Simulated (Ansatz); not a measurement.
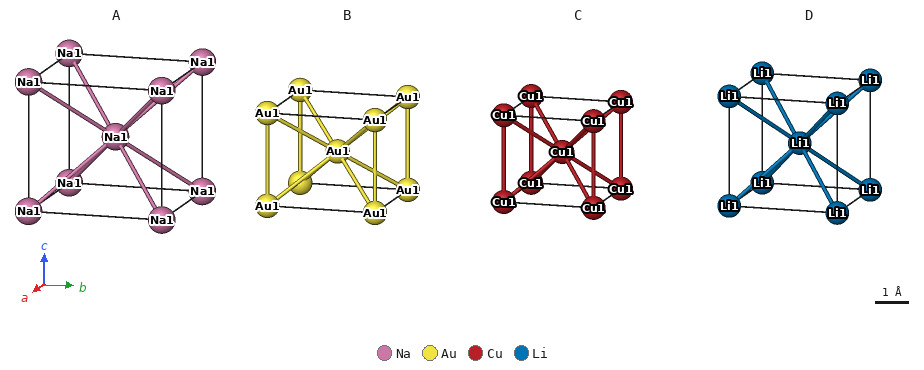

One structure type (space group I4/mmm for the parent) with different elements on its sites, each relaxed in cell and atoms to zero pressure (within 0.1 GPa). The picture is a ball-and-stick view of the conventional cell (2 times the calculation's cell), seen slightly off an axis. Lengths and directions refer to the drawn axes.

All numbers below come from Ansatz 0.2.0, DFT r2SCAN, scalar-relativistic, plane waves, PAW. Settings: plane-wave cutoff 500 eV; occupations gaussian; smearing width 0.1 eV; no spin polarisation. The k-mesh is chosen for each cell (14×14×14, 18×18×18, 20×20×20).

**Give the formulas, and rank the crystals by volume per atom, smallest first.**

C = Cu (11.5 Å³), B = Au (17.7 Å³), D = Li (21.0 Å³), A = Na (37.7 Å³).
